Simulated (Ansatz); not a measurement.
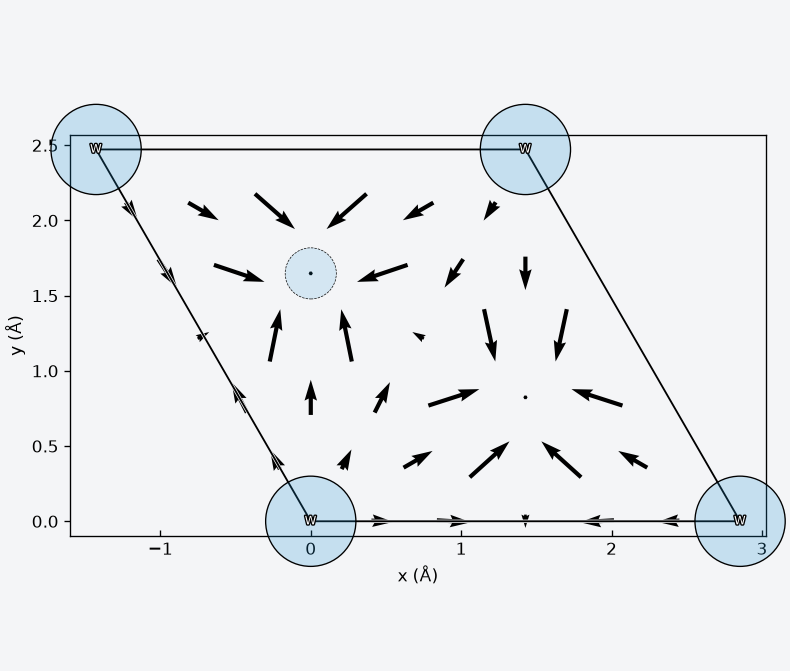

S on a W(111) slab cut from the Fm-3m phase, its upper half relaxed before the scan (3 atoms of substrate and one adsorbate in a 1 × 1 cell). 
- S is moved over the surface cell; relaxed at each place: the height of the adsorbate's atoms; substrate rigid; the origin of the map has the adsorbate above W3.
- Places are given modulo a cell vector. The map is drawn in real space over the plane of the surface.
- The grid has 6 × 6 points; 10 points were computed and 26 follow by symmetry.
- With one adsorbate in each 1 × 1 cell, its nearest image is 2.9 Å away, so neighbouring adsorbates interact.
- Computed with DFT PBE, scalar-relativistic, plane waves, PAW (Ansatz 0.2.0). Settings: cutoff 420 eV, k-mesh 9×9×1, gaussian smearing 0.1 eV, no spin polarisation.

In the figure: arrows along the force (downhill), their lengths compressed, labelled circles for the atoms of the top layer and small ones for the second layer, the outline of one cell of the plane.

**The arrows alone are given. Where are the wells?**

The arrows converge at a threefold hollow over a second-layer W atom, (2/6, 4/6) of the cell vectors; a threefold hollow over a third-layer W atom, (4/6, 2/6) of the cell vectors (0.038 eV up) (read from the interpolated surface).

The energy map of the same scan:

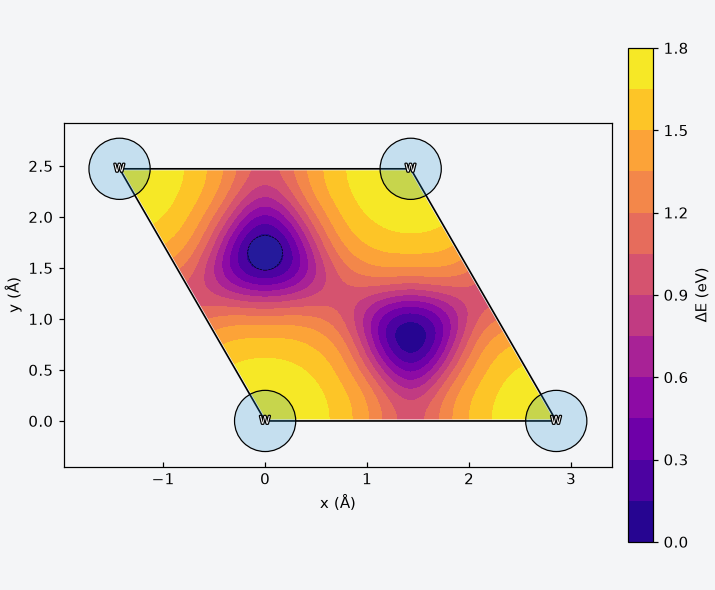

Energies are in eV, from the lowest grid point; between grid points the surface is interpolated.
